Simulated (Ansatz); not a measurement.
Mg2Ge: single-point calculation

Mg2Ge (3 atoms in the cell), computed with DFT, r2SCAN, plane waves, PAW, no spin polarisation (Ansatz 0.2.0).

The structure derives from a Materials Project entry. The geometry comes from this level: r2SCAN. It belongs to a series of runs on one base structure; here: own cell.

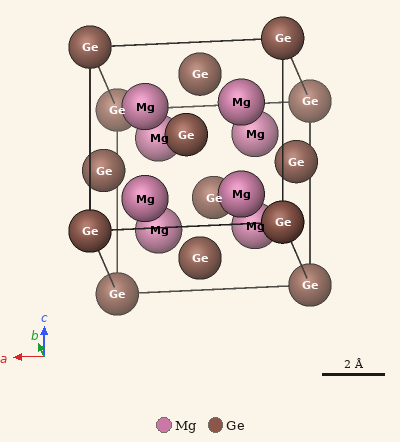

The structure as given in the input (spheres-only view of the cell 4 times as large as that of the calculation, set on its symmetry axes, seen at an oblique angle).

**Results in brief**

```csv
quantity,value
outcome,converged
space group (tolerance 0.01 Å),Fm-3m (225)
electrons treated,34
free energy,−8156.7567 eV
Fermi energy,7.072 eV
band gap,0.43 eV
pressure,−0.02 GPa
largest force (length of the vector),under 0.001 eV/Å
hardware,"2 threads of Arm Neoverse N1, 98 GiB of memory available, shared host"
wall time,4 s (CPU time 7.6 s)
peak memory,0.5 GiB
```

**The input**
```yaml
crystal:
  lattice:
    - [0.0, 3.1831056357, 3.1831056357]
    - [3.1831056357, 0.0, 3.1831056357]
    - [3.1831056357, 3.1831056357, 0.0]
  atoms:
    - { symbol: Mg, position: [0.75, 0.75, 0.75] }
    - { symbol: Mg, position: [0.25, 0.25, 0.25] }
    - { symbol: Ge, position: [0.0, 0.0, 0.0] }
kpoints:
  mp_grid: { grid: [6, 6, 6] }
hamiltonian:
  xc: r2scan
scf:
  occupations: { method: fermi_dirac, width: 0.02 }
  n_extra_bands: 4
output:
  forces: true
  stress: true
  eigenvalues: true
```

Run as:
```bash
ansatz run input.yaml --threads 2 --pin off --max-ram 2764MiB --backend cpu --events-out ev --progress --plain --runs-dir out
```

**What the program printed**
```
scf.n_extra_bands = 4 over 17 filled bands (N_el = 34.0): the run solves 21 bands
Engine: ansatz 0.2.0, aarch64-unknown-linux-gnu
Pseudopotentials: kind: paw
Pseudopotential: Mg, paw, valence charge 10, recommended cutoff 500 eV (meta_gga), Mg.paw.azcp
Pseudopotential: Ge, paw, valence charge 14, recommended cutoff 500 eV (meta_gga), Ge.paw.azcp
Functional definition: r2SCAN
  parameter k0 = 0.174
  parameter k1 = 0.065
  parameter a1 = 4.9479
  exchange = r2scan_x(k0 = k0, k1 = k1, a1 = a1)
  correlation = r2scan_c
Crystal: 3 atoms, lattice volume = 64.503 Å³
Basis set: ecut = 500 eV, 1639 PW (Γ), exchange–correlation on 144×144×144 points (64 copies of the dense FFT grid, shifted against one another)
Bands: 21, of which v1, the nominal top of the filled ones, is band 17 counted from 1 (16 counted from 0)
Symmetry: 48 space group operations
Space group: Fm-3m (ITA 225), of the structure as read, at distance tolerance 4.0e-5 Å
k-points: 16 of 216
Non-local potential: Mg, projectors of the file, l = 0: 3, l = 1: 2, l = 2: 1
Non-local potential: Ge, projectors of the file, l = 0: 2, l = 1: 2, l = 2: 3, l = 3: 1
PAW form: soft (Blöchl's): semilocal exchange-correlation on the pseudo side does not see the compensation charge
PAW frozen core: Mg, regenerated for the run's functional (the file was generated under x = pbe(κ = 0.804, μ = 0.2195149727645171), c = pbe(β = 0.06672455060314922))
PAW frozen core: Ge, regenerated for the run's functional (the file was generated under x = pbe(κ = 0.804, μ = 0.2195149727645171), c = pbe(β = 0.06672455060314922))
PAW one-centre angular grid: Mg, 302 points (default); XC on 224 Gauss nodes
PAW one-centre angular grid: Ge, 590 points (default); XC on 160 Gauss nodes
Initial density: superposition of atomic densities (neutral atoms: chi_scale 0, normalization atom), corrected by the library's trained network
Initial wavefunctions: pseudopotential atomic-orbital guess
Functional: x = r2scan, c = r2scan; τ floored in thin density (d = 2e-4 eV/Å³)
SCF iter   1: F=—  HF=-8156.732237 eV  |F-HF|=—  |Δ(HF+E_count)|=         —  Δρ=6.62e-3  dr2=1.10e-2  dr2_τ=4.31e-3  ethr=1.77e-3  ⟨swp⟩=5.9  Hψ=1608  notcnv=0
preconditioner: auto → none  [insulator: Δε(μ)=0.356 eV  Ē_g=8.010 eV  σ=0.020 eV  W_gap=1.00  n_scr=14 (ndim 8)  ℏωp=13.1 eV  f_vac=0.038  D(μ)=0.00/eV (n_scr^D=0)  ε∞_Penn≈3.7]
SCF iter   2: F=—  HF=-8156.756373 eV  |F-HF|=—  |Δ(HF+E_count)|=   2.41e-2  Δρ=1.90e-3  dr2=1.21e-3  dr2_τ=5.60e-5  ethr=3.23e-5  ⟨swp⟩=2.9  Hψ=846  notcnv=0
SCF iter   3: F=—  HF=-8156.756665 eV  |F-HF|=—  |Δ(HF+E_count)|=   2.92e-4  Δρ=5.42e-4  dr2=1.59e-4  dr2_τ=4.61e-6  ethr=3.57e-6  ⟨swp⟩=2.0  Hψ=672  notcnv=0
SCF iter   4: F=—  HF=-8156.756722 eV  |F-HF|=—  |Δ(HF+E_count)|=   5.75e-5  Δρ=1.30e-4  dr2=1.43e-5  dr2_τ=1.42e-7  ethr=4.67e-7  ⟨swp⟩=2.0  Hψ=480  notcnv=0
SCF iter   5: F=—  HF=-8156.756718 eV  |F-HF|=—  |Δ(HF+E_count)|=   4.90e-6  Δρ=3.26e-5  dr2=6.18e-7  dr2_τ=7.86e-9  ethr=4.21e-8  ⟨swp⟩=2.0  Hψ=480  notcnv=0
SCF iter   6: F=-8156.756718 eV  HF=-8156.756718 eV  |F-HF|=2.58e-8  |Δ(HF+E_count)|=   3.81e-7  Δρ=6.14e-6  dr2=1.06e-8  dr2_τ=5.50e-10  ethr=2.94e-10  ⟨swp⟩=5.6  Hψ=1376  notcnv=0
SCF 1 converged in 6 iterations: F = -8156.756718 eV  dr2 = 1.06e-8
  greatest PAW one-centre occupation: 1.000 electrons in one spin orbital (limit 2), on the Mg atom at site 1 (counted from 0), in its partial waves of l = 0
SCF converged after 6 iterations
Free energy (F): -8156.756718 eV
Harris-Foulkes:  -8156.756718 eV  (|F-HF|=2.58e-8)
Internal energy: -8156.756718 eV  (E = F + TS)
E sigma→0 (E₀):  -8156.756718 eV
Entropy (-TS):   -0.000000 eV (-0.000 meV/atom)
Fermi energy:    7.072065 eV
--- Per-component energies (eV) ---
  E_band       = -885.608941
  E_kinetic    = 262.598424
  E_local      = -5733.940627  (includes V_loc(G=0)·N_el)
  E_nonlocal   = 611.266001
  E_hartree    = 2262.889533
  E_xc         = -123.889851
  E_vxc        = -147.210778  (∫ρ·V_xc dr)
  E_paw        = -2626.821849  (= ΣΔE_a)
  E_vpaw       = -413.003350  (= ΣTr[D̂ρ^β])
  E_aug_tail   = 0.000013  (compensation charges beyond the density's cutoff)
  E_vtau       = 8.904684  (kinetic-family band-sum trace: ∫τ·v_τ [+ j·A + Jᵃ·Aᵃ] dr)
  E_ewald      = -2807.720180
  E_core_change = -1.138182  (= ΣΔE_core)
  E_smearing   = -0.000000  (= −TS)
  E_closure    = 0.000000  (closes the sum)
  Σ components = -8156.756718   (vs F -8156.756718, Δ=0.00e0)
--- Forces (eV/Å), atoms counted from 1 ---
  atom   1  Mg    -0.00000000     0.00000000    -0.00000000
  atom   2  Mg    -0.00000000     0.00000000    -0.00000000
  atom   3  Ge    -0.00000000     0.00000000    -0.00000000
  max |Σ_I F_I| component: 2.04e-16 eV/Å
--- Stress (GPa, compression-positive) ---
       -0.015225       0.000000      -0.000000
        0.000000      -0.015225       0.000000
        0.000000       0.000000      -0.015225
  P = ⅓ Tr σ = -0.0152 GPa (-0.152 kbar)
--- Band table (eV; the first three rows and the last of 16) ---
  k-point 0: bands = ["-72.1475", "-72.1445", "-37.2532", "-37.2532", "-37.2532", "-37.2384", "-37.2384", "-37.2384", "-17.2217", "-17.2217", "-17.2217", "-17.2015", "-17.2015", "-3.3162", "6.8555", "6.8555", "6.8555", "8.5247", "10.0369", "10.0369", "10.0369"]
  k-point 1: bands = ["-72.1473", "-72.1447", "-37.2523", "-37.2522", "-37.2522", "-37.2395", "-37.2394", "-37.2394", "-17.2217", "-17.2214", "-17.2214", "-17.2014", "-17.2014", "-3.0743", "4.9708", "6.5976", "6.5976", "9.0029", "10.4602", "10.4602", "11.1456"]
  k-point 2: bands = ["-72.1467", "-72.1452", "-37.2498", "-37.2495", "-37.2495", "-37.2425", "-37.2421", "-37.2421", "-17.2217", "-17.2207", "-17.2207", "-17.2013", "-17.2013", "-2.4530", "2.8504", "6.2319", "6.2319", "8.5944", "10.2493", "10.2493", "12.6007"]
  k-point 15: bands = ["-72.1462", "-72.1457", "-37.2566", "-37.2555", "-37.2505", "-37.2414", "-37.2365", "-37.2357", "-17.2223", "-17.2201", "-17.2191", "-17.2020", "-17.2005", "-1.4919", "2.6291", "3.7459", "4.2210", "8.9069", "9.6069", "12.4053", "12.8966"]
```
